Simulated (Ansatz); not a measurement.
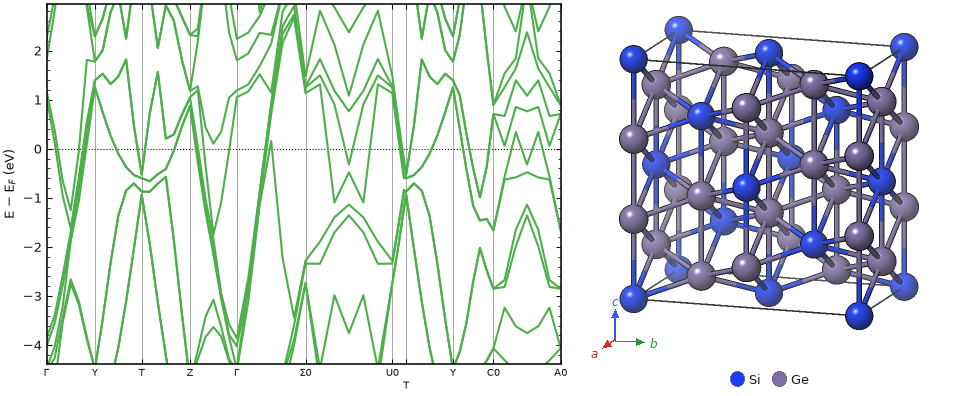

Band structure, beside the structure. Energies are counted from the Fermi level. The path runs straight from each named point to the next. The path has few k points, so lines between them are rough.

System: SiGe₂, space group Fddd (No. 70), 6 atoms in the cell.

```
Si Ge
1.0
     0.00000    2.50781    4.28471
     0.00000   -2.50781    4.28471
     4.41933    2.50781    0.00000
Si Ge
2 4
Direct
  0.00000 0.00000 0.00000
  0.25000 0.25000 0.50000
  0.66700 0.33300 0.66600
  0.33300 0.66700 0.33400
  0.58300 0.91700 0.83400
  0.91700 0.58300 0.16600
```

Computed with Ansatz 0.2.0: DFT with r2SCAN, PAW plane waves, no spin polarisation, 8×8×8 k mesh, 500 eV cutoff, Fermi-Dirac smearing of 0.035 eV.

**Metal, semiconductor or insulator?**

A metal: bands cross the Fermi level along this path.

**Which levels at Γ lie nearest to the Fermi level?**

At Γ the nearest levels lie 3.86 eV below and 1.05 eV above the Fermi level.

The structure was built from a prototype or by substitution, so it need not be a known phase. The cell is at 12 GPa in this functional.
